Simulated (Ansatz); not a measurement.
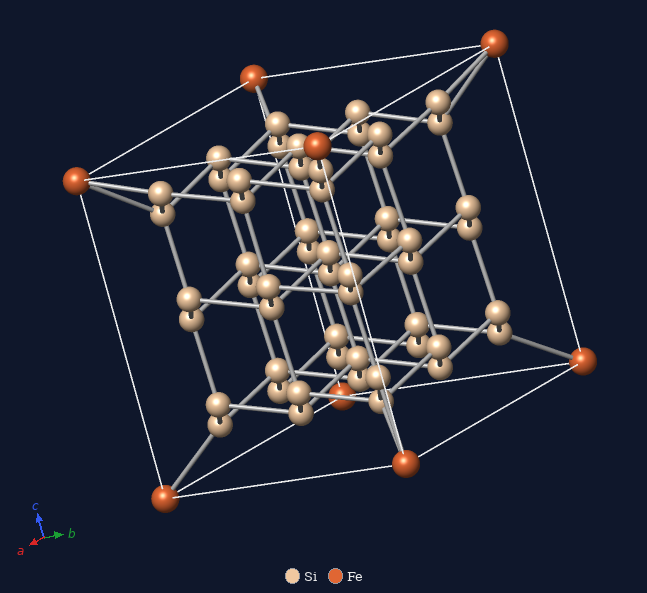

We look at a ball-and-stick model of the crystal slightly off an axis. The simulation cell is outlined; an atom on or near a face, edge or corner is repeated at each equivalent position. Cell: a = 11.604 Å, b = 11.604 Å, c = 11.604 Å, α = 60.00°, β = 60.00°, γ = 60.00°.

The compound is FeSi$_{54}$. Cell content 1 Fe, 54 Si; Z = 1. The coordination shell of Fe holds ten Si at about 2.4 to 2.8 Å. The bonds build a three-dimensional framework.

Provenance: a structure listed in the Materials Project, repeated into a supercell with a point defect put in. The cell was then strained or its atoms displaced on purpose. A calculation with Ansatz used it as input.
